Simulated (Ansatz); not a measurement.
**Run report: Ti$_{20}$Si, single-point calculation**

Ti$_{20}$Si (slab, 21 atoms in the cell), computed with DFT, PBE, dispersion d3bj, plane waves, PAW, PAW set soft_1 (Ansatz 0.2.0).

The structure derives from an entry of the Crystallography Open Database. The run did not end well. Figures and captions count atoms from 1; the log counts them from 0 in places.

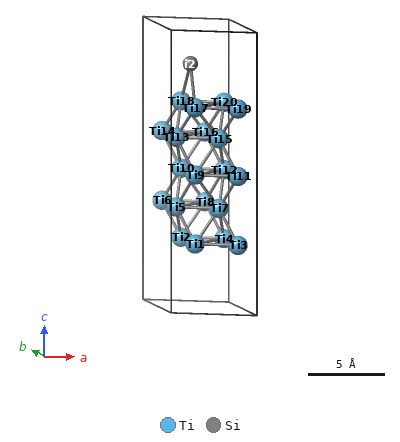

The structure (ball-and-stick view of the cell of the calculation, with the vacuum cut short, seen slightly off an axis; atoms are numbered from 1 in the order of the input). An atom can appear more than once, as a periodic image.

## Input
```yaml
crystal:
  lattice:
    - [5.7723543929, 0.0, 0.0]
    - [-2.8861771965, 4.9990055439, 0.0]
    - [0.0, 0.0, 26.5136808743]
  atoms:
    - { symbol: Ti, position: [0.3333333333, 0.1666666667, 0.1508655105] }
    - { symbol: Ti, position: [0.3333333333, 0.6666666667, 0.1508655105] }
    - { symbol: Ti, position: [0.8333333333, 0.1666666667, 0.1508655105] }
    - { symbol: Ti, position: [0.8333333333, 0.6666666667, 0.1508655105] }
    - { symbol: Ti, position: [0.1666666667, 0.3333333333, 0.2371222875] }
    - { symbol: Ti, position: [0.1666666667, 0.8333333333, 0.2371222875] }
    - { symbol: Ti, position: [0.6666666667, 0.3333333333, 0.2371222875] }
    - { symbol: Ti, position: [0.6666666667, 0.8333333333, 0.2371222875] }
    - { symbol: Ti, position: [0.3333333333, 0.1666666667, 0.3246428107] }
    - { symbol: Ti, position: [0.3333333333, 0.6666666667, 0.3246428107] }
    - { symbol: Ti, position: [0.8333333333, 0.1666666667, 0.3246428107] }
    - { symbol: Ti, position: [0.8333333333, 0.6666666667, 0.3246428107] }
    - { symbol: Ti, position: [0.1666666667, 0.3333333333, 0.4130984707] }
    - { symbol: Ti, position: [0.1666666667, 0.8333333333, 0.4130984707] }
    - { symbol: Ti, position: [0.6666666667, 0.3333333333, 0.4130984707] }
    - { symbol: Ti, position: [0.6666666667, 0.8333333333, 0.4130984707] }
    - { symbol: Ti, position: [0.3333333333, 0.1666666667, 0.4946005399] }
    - { symbol: Ti, position: [0.3333333333, 0.6666666667, 0.4946005399] }
    - { symbol: Ti, position: [0.8333333333, 0.1666666667, 0.4946005399] }
    - { symbol: Ti, position: [0.8333333333, 0.6666666667, 0.4946005399] }
    - { symbol: Si, position: [0.3333333333, 0.3333333333, 0.6002063972] }
basis:
  ecutwfc: 420
kpoints:
  mp_grid: { grid: [6, 6, 1] }
hamiltonian:
  xc: pbe
  pseudopotentials: { kind: paw, azcp: { folder: soft_1 } }
  dispersion: d3bj
scf:
  occupations: { method: gaussian, width: 0.1 }
  max_iter: 60
output:
  forces: true
  eigenvalues: true
efield:
  axis: 3
  dipole_correction: true
  ramp_width: 0.04
magnetization:
  spin_polarized: true
  initial_magnetization: 15
```

Machine: 4 threads of Arm Neoverse V2, 24 GiB of memory available, shared host.

Launch command:
```bash
ansatz run input.yaml --threads 4 --pin off --max-ram 12288MiB --backend cpu --events-out ev --progress --plain --runs-dir out
```

## Log
```
Engine: ansatz 0.2.0, aarch64-unknown-linux-gnu
Pseudopotentials: kind: paw
Pseudopotential: Ti, paw, valence charge 12, recommended cutoff 420 eV (normal), [file]
Pseudopotential: Si, paw, valence charge 4, recommended cutoff 420 eV (normal), [file]
Functional definition: PBE
  parameter kappa = 0.804
  parameter beta = 0.06672455060314922
  exchange = pbe_x(kappa = kappa, mu = beta*pi^2/3)
  correlation = pbe_c(beta = beta)
Crystal: 21 atoms, lattice volume = 765.080 Å³
Basis set: ecut = 420 eV, 15017 PW (Γ), exchange–correlation on 80×80×360 points (8 copies of the dense FFT grid, shifted against one another)
Bands: 156, of which v1, the nominal top of the filled ones, is band 122 counted from 1 (121 counted from 0)
Symmetry: 1 space group operations
k-points: 20 of 36 (time reversal used)
Non-local potential: Ti, projectors of the file, l = 0: 3, l = 1: 2, l = 2: 3, l = 3: 1
Non-local potential: Si, projectors of the file, l = 0: 2, l = 1: 2, l = 2: 1
PAW form: soft (Blöchl's): semilocal exchange-correlation on the pseudo side does not see the compensation charge
PAW one-centre angular grid: Ti, 590 points (default); XC on 64 Gauss nodes
PAW one-centre angular grid: Si, 110 points (default); XC on 64 Gauss nodes
Initial density: superposition of atomic densities (neutral atoms: chi_scale 0, normalization atom)
Starting moments: Σ|m| = 15 μB on 21 of 21 sites
Initial wavefunctions: pseudopotential atomic-orbital guess
Functional: x = pbe(κ = 0.804, μ = 0.2195149727645171), c = pbe(β = 0.06672455060314922)
SCF iter   1: F=—  HF=-50639.239988 eV  |F-HF|=—  |Δ(HF+E_count)|=         —  Δρ=2.51e-2 (↑2.51e-2 ↓1.94e-2)  dr2=2.25e2  dr2_m=3.69e-1  M=15.000 μB ∫|m|=15.000 μB  β_m=1.00  ethr=3.10e-3  p=-0.000 e·Å  D=-1.04e-7 V/Å  ΔV_dip=0.00 eV  dr2_dipole=1.01e1  V_vac-E_F(+/−)=7.40/7.40 eV  ⟨swp⟩=9.8  Hψ=27709  notcnv=0
Mixer restart at iter 1: flushing history
efield: sawtooth ramp at fractional position 0.8555 (placed from the atoms, in the widest stretch of the axis that holds none; the zero of the levels goes with the place), width 0.0400; the density the first Hamiltonian is built on has a dipole p = -0.000 e·Å; the dipole correction subtracts the counter field D = -1.04e-7 V/Å, which shifts the + side's vacuum level by +0.00 eV against the − side's; the planar-averaged density in the ramp window peaks in size at 7.5e-7 e/Å³
preconditioner: auto → LDOS  [metal: Δε(μ)=0.017 eV  Ē_g=3.473 eV  σ=0.100 eV  W_gap=0.09  n_scr=138 (ndim 8)  ℏωp=12.3 eV  f_vac=0.452  D(μ)=24.75/eV (n_scr^D=176)]
spin=Collinear: LDOS preconditioning applied to the charge; magnetization (m = ρ↑ − ρ↓) channel mixes plain (no charge-response kernel on spin).
SCF iter   2: F=—  HF=-50633.617227 eV  |F-HF|=—  |Δ(HF+E_count)|=         —  Δρ=2.48e-2 (↑2.48e-2 ↓1.58e-2)  dr2=4.29e1  dr2_m=1.74e0  M=4.880 μB ∫|m|=5.145 μB  β_m=0.30  ethr=3.10e-3  p=0.117 e·Å  D=2.77e-2 V/Å  ΔV_dip=-0.74 eV  dr2_dipole=2.35e0  V_vac-E_F(+/−)=5.38/6.12 eV  ⟨swp⟩=5.2  Hψ=12100  notcnv=0  defer=576
Mixer restart at iter 2: flushing history
density mixer auto → msr1: a metal under ldos (density of states about μ 2.97 of a free-electron gas's, 138 screened modes)
SCF iter   3: F=—  HF=-50631.436294 eV  |F-HF|=—  |Δ(HF+E_count)|=    2.18e0  Δρ=1.74e-2 (↑1.74e-2 ↓1.21e-2)  dr2=1.61e1  dr2_m=1.01e0  M=4.288 μB ∫|m|=4.643 μB  β_m=0.59  ethr=3.10e-3  p=0.090 e·Å  D=2.13e-2 V/Å  ΔV_dip=-0.56 eV  dr2_dipole=1.48e0  V_vac-E_F(+/−)=5.05/5.61 eV  ⟨swp⟩=3.6  Hψ=9632  notcnv=0  defer=651
SCF iter   4: F=—  HF=-50630.688681 eV  |F-HF|=—  |Δ(HF+E_count)|=   7.48e-1  Δρ=4.60e-3 (↑4.60e-3 ↓3.44e-3)  dr2=3.76e-1  dr2_m=6.74e-2  M=2.901 μB ∫|m|=3.529 μB  β_m=0.66  ethr=3.10e-3  p=-0.037 e·Å  D=-8.86e-3 V/Å  ΔV_dip=0.23 eV  dr2_dipole=1.75e-1  V_vac-E_F(+/−)=4.79/4.55 eV  ⟨swp⟩=3.8  Hψ=8889  notcnv=0  defer=646
SCF iter   5: F=—  HF=-50630.747330 eV  |F-HF|=—  |Δ(HF+E_count)|=   5.86e-2  Δρ=2.20e-3 (↑2.20e-3 ↓1.71e-3)  dr2=8.82e-2  dr2_m=1.61e-2  M=2.711 μB ∫|m|=3.425 μB  β_m=0.83  ethr=1.54e-4  p=-0.031 e·Å  D=-7.43e-3 V/Å  ΔV_dip=0.20 eV  dr2_dipole=1.50e-2  V_vac-E_F(+/−)=4.74/4.55 eV  ⟨swp⟩=4.7  Hψ=10822  notcnv=0  defer=639
SCF iter   6: F=—  HF=-50630.780466 eV  |F-HF|=—  |Δ(HF+E_count)|=   3.31e-2  Δρ=1.08e-3 (↑8.15e-4 ↓1.08e-3)  dr2=2.99e-2  dr2_m=2.78e-3  M=2.601 μB ∫|m|=3.397 μB  β_m=0.70  ethr=3.62e-5  p=-0.044 e·Å  D=-1.05e-2 V/Å  ΔV_dip=0.28 eV  dr2_dipole=3.08e-4  V_vac-E_F(+/−)=4.80/4.52 eV  ⟨swp⟩=4.3  Hψ=10840  notcnv=0  defer=635
SCF iter   7: F=—  HF=-50630.783876 eV  |F-HF|=—  |Δ(HF+E_count)|=   3.41e-3  Δρ=4.73e-4 (↑4.73e-4 ↓4.70e-4)  dr2=2.22e-3  dr2_m=1.44e-3  M=2.585 μB ∫|m|=3.419 μB  β_m=0.85  ethr=1.22e-5  p=-0.043 e·Å  D=-1.02e-2 V/Å  ΔV_dip=0.27 eV  dr2_dipole=9.54e-4  V_vac-E_F(+/−)=4.77/4.50 eV  ⟨swp⟩=3.2  Hψ=8993  notcnv=0  defer=633
SCF iter   8: F=—  HF=-50630.786636 eV  |F-HF|=—  |Δ(HF+E_count)|=   2.76e-3  Δρ=4.03e-4 (↑3.99e-4 ↓4.03e-4)  dr2=8.14e-4  dr2_m=1.00e-3  M=2.655 μB ∫|m|=3.513 μB  β_m=0.92  ethr=9.10e-7  p=-0.049 e·Å  D=-1.17e-2 V/Å  ΔV_dip=0.31 eV  dr2_dipole=1.37e-4  V_vac-E_F(+/−)=4.77/4.46 eV  ⟨swp⟩=4.2  Hψ=12739  notcnv=0  defer=629
SCF iter   9: F=—  HF=-50630.789924 eV  |F-HF|=—  |Δ(HF+E_count)|=   3.29e-3  Δρ=3.76e-4 (↑3.76e-4 ↓2.95e-4)  dr2=8.16e-4  dr2_m=7.12e-4  M=2.847 μB ∫|m|=3.732 μB  β_m=0.96  ethr=3.34e-7  p=-0.059 e·Å  D=-1.40e-2 V/Å  ΔV_dip=0.37 eV  dr2_dipole=7.15e-5  V_vac-E_F(+/−)=4.78/4.40 eV  ⟨swp⟩=4.4  Hψ=13711  notcnv=0  defer=629
SCF iter  10: F=—  HF=-50630.791835 eV  |F-HF|=—  |Δ(HF+E_count)|=   1.91e-3  Δρ=2.66e-4 (↑2.03e-4 ↓2.66e-4)  dr2=2.96e-4  dr2_m=3.15e-4  M=3.031 μB ∫|m|=3.937 μB  β_m=0.98  ethr=3.34e-7  p=-0.065 e·Å  D=-1.53e-2 V/Å  ΔV_dip=0.41 eV  dr2_dipole=9.08e-6  V_vac-E_F(+/−)=4.77/4.36 eV  ⟨swp⟩=4.4  Hψ=13047  notcnv=0  defer=617
SCF iter  11: F=—  HF=-50630.793289 eV  |F-HF|=—  |Δ(HF+E_count)|=   1.45e-3  Δρ=1.16e-4 (↑1.10e-4 ↓1.16e-4)  dr2=4.65e-4  dr2_m=5.70e-5  M=3.276 μB ∫|m|=4.204 μB  β_m=0.99  ethr=1.21e-7  p=-0.070 e·Å  D=-1.65e-2 V/Å  ΔV_dip=0.44 eV  dr2_dipole=2.33e-4  V_vac-E_F(+/−)=4.77/4.33 eV  ⟨swp⟩=4.8  Hψ=14034  notcnv=0  defer=612
SCF iter  12: F=—  HF=-50630.793414 eV  |F-HF|=—  |Δ(HF+E_count)|=   1.25e-4  Δρ=7.16e-5 (↑6.39e-5 ↓7.16e-5)  dr2=1.03e-4  dr2_m=2.53e-5  M=3.314 μB ∫|m|=4.247 μB  β_m=1.00  ethr=1.21e-7  p=-0.071 e·Å  D=-1.68e-2 V/Å  ΔV_dip=0.45 eV  dr2_dipole=1.61e-5  V_vac-E_F(+/−)=4.77/4.32 eV  ⟨swp⟩=2.6  Hψ=10320  notcnv=0  defer=612
SCF iter  13: F=—  HF=-50630.793490 eV  |F-HF|=—  |Δ(HF+E_count)|=   7.60e-5  Δρ=4.37e-5 (↑4.37e-5 ↓4.26e-5)  dr2=3.05e-5  dr2_m=6.22e-6  M=3.346 μB ∫|m|=4.278 μB  β_m=0.92  ethr=4.23e-8  p=-0.071 e·Å  D=-1.69e-2 V/Å  ΔV_dip=0.45 eV  dr2_dipole=2.07e-7  V_vac-E_F(+/−)=4.77/4.32 eV  ⟨swp⟩=3.5  Hψ=12718  notcnv=0  defer=611
SCF iter  14: F=—  HF=-50630.793500 eV  |F-HF|=—  |Δ(HF+E_count)|=   1.00e-5  Δρ=2.14e-5 (↑2.14e-5 ↓1.95e-5)  dr2=3.97e-6  dr2_m=2.41e-6  M=3.355 μB ∫|m|=4.287 μB  β_m=0.96  ethr=1.25e-8  p=-0.072 e·Å  D=-1.69e-2 V/Å  ΔV_dip=0.45 eV  dr2_dipole=1.43e-7  V_vac-E_F(+/−)=4.77/4.32 eV  ⟨swp⟩=3.4  Hψ=12451  notcnv=0  defer=611
SCF iter  15: F=—  HF=-50630.793506 eV  |F-HF|=—  |Δ(HF+E_count)|=   5.34e-6  Δρ=1.29e-5 (↑1.29e-5 ↓1.20e-5)  dr2=1.36e-6  dr2_m=9.78e-7  M=3.366 μB ∫|m|=4.298 μB  β_m=0.98  ethr=1.63e-9  p=-0.072 e·Å  D=-1.70e-2 V/Å  ΔV_dip=0.45 eV  dr2_dipole=5.64e-10  V_vac-E_F(+/−)=4.77/4.32 eV  ⟨swp⟩=4.5  Hψ=12961  notcnv=0  defer=611
SCF iter  16: F=—  HF=-50630.793508 eV  |F-HF|=—  |Δ(HF+E_count)|=   2.42e-6  Δρ=9.48e-6 (↑9.48e-6 ↓8.47e-6)  dr2=6.21e-7  dr2_m=4.44e-7  M=3.366 μB ∫|m|=4.296 μB  β_m=0.99  ethr=5.59e-10  p=-0.072 e·Å  D=-1.70e-2 V/Å  ΔV_dip=0.45 eV  dr2_dipole=1.17e-8  V_vac-E_F(+/−)=4.77/4.32 eV  ⟨swp⟩=4.5  Hψ=13639  notcnv=0  defer=611
SCF iter  17: F=—  HF=-50630.793509 eV  |F-HF|=—  |Δ(HF+E_count)|=   8.98e-7  Δρ=6.65e-6 (↑6.28e-6 ↓6.65e-6)  dr2=3.05e-7  dr2_m=2.64e-7  M=3.362 μB ∫|m|=4.290 μB  β_m=0.99  ethr=2.55e-10  p=-0.072 e·Å  D=-1.70e-2 V/Å  ΔV_dip=0.45 eV  dr2_dipole=9.92e-8  V_vac-E_F(+/−)=4.77/4.32 eV  ⟨swp⟩=4.4  Hψ=13851  notcnv=0  defer=611
SCF iter  18: F=—  HF=-50630.793510 eV  |F-HF|=—  |Δ(HF+E_count)|=   9.52e-7  Δρ=5.86e-6 (↑5.86e-6 ↓5.74e-6)  dr2=3.53e-7  dr2_m=1.94e-7  M=3.362 μB ∫|m|=4.287 μB  β_m=1.00  ethr=1.25e-10  p=-0.072 e·Å  D=-1.70e-2 V/Å  ΔV_dip=0.45 eV  dr2_dipole=3.33e-8  V_vac-E_F(+/−)=4.77/4.32 eV  ⟨swp⟩=5.2  Hψ=14735  notcnv=0  defer=611
SCF iter  19: F=—  HF=-50630.793511 eV  |F-HF|=—  |Δ(HF+E_count)|=   5.29e-7  Δρ=5.13e-6 (↑5.13e-6 ↓4.45e-6)  dr2=2.53e-7  dr2_m=1.43e-7  M=3.359 μB ∫|m|=4.281 μB  β_m=1.00  ethr=1.25e-10  p=-0.072 e·Å  D=-1.70e-2 V/Å  ΔV_dip=0.45 eV  dr2_dipole=8.17e-8  V_vac-E_F(+/−)=4.77/4.32 eV  ⟨swp⟩=4.6  Hψ=13866  notcnv=0  defer=611
SCF iter  20: F=—  HF=-50630.793511 eV  |F-HF|=—  |Δ(HF+E_count)|=   6.74e-7  Δρ=3.73e-6 (↑3.35e-6 ↓3.73e-6)  dr2=4.17e-8  dr2_m=8.20e-8  M=3.356 μB ∫|m|=4.274 μB  β_m=1.00  ethr=1.04e-10  p=-0.072 e·Å  D=-1.70e-2 V/Å  ΔV_dip=0.45 eV  dr2_dipole=1.49e-10  V_vac-E_F(+/−)=4.77/4.32 eV  ⟨swp⟩=5.5  Hψ=14797  notcnv=0  defer=611
SCF iter  21: F=—  HF=-50630.793512 eV  |F-HF|=—  |Δ(HF+E_count)|=   5.53e-7  Δρ=2.53e-6 (↑2.42e-6 ↓2.53e-6)  dr2=3.29e-8  dr2_m=4.03e-8  M=3.352 μB ∫|m|=4.266 μB  β_m=1.00  ethr=1.71e-11  p=-0.072 e·Å  D=-1.70e-2 V/Å  ΔV_dip=0.45 eV  dr2_dipole=1.51e-8  V_vac-E_F(+/−)=4.77/4.32 eV  ⟨swp⟩=7.0  Hψ=17997  notcnv=0  defer=611
SCF iter  22: F=—  HF=-50630.793512 eV  |F-HF|=—  |Δ(HF+E_count)|=   8.38e-8  Δρ=2.10e-6 (↑2.00e-6 ↓2.10e-6)  dr2=2.07e-8  dr2_m=2.81e-8  M=3.352 μB ∫|m|=4.265 μB  β_m=1.00  ethr=1.35e-11  p=-0.072 e·Å  D=-1.70e-2 V/Å  ΔV_dip=0.45 eV  dr2_dipole=2.07e-10  V_vac-E_F(+/−)=4.77/4.32 eV  ⟨swp⟩=4.5  Hψ=13584  notcnv=0  defer=611
SCF iter  23: F=—  HF=-50630.793512 eV  |F-HF|=—  |Δ(HF+E_count)|=   1.78e-7  Δρ=1.33e-6 (↑1.29e-6 ↓1.33e-6)  dr2=4.78e-8  dr2_m=7.49e-9  M=3.350 μB ∫|m|=4.261 μB  β_m=0.94  ethr=8.46e-12  p=-0.072 e·Å  D=-1.70e-2 V/Å  ΔV_dip=0.45 eV  dr2_dipole=1.37e-9  V_vac-E_F(+/−)=4.77/4.32 eV  ⟨swp⟩=6.8  Hψ=17617  notcnv=0  defer=611
```

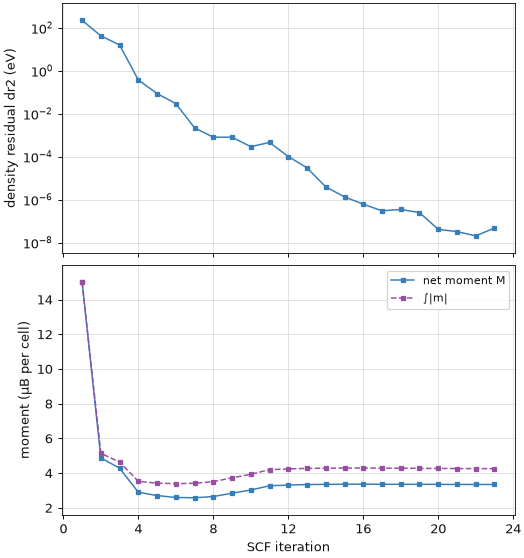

Convergence of the self-consistent field: density residual dr2 and magnetic moment against the SCF iteration. The run ended after 23 iterations. The net moment goes from 15.0 to 3.4 μB per cell, with excursions between 2.6 and 15.0 on the way.

## What the run reported

| quantity | value |
| --- | --- |
| outcome | stopped at the time limit |
| wall time | 6.8 min (CPU time 27 min) |
| peak memory | 4.4 GiB |

## What went wrong

This input holds a deliberate fault: an impossible spin (`magnetization`). The system has too few electrons for this moment. The run was cut off by its time limit, so the output is incomplete.
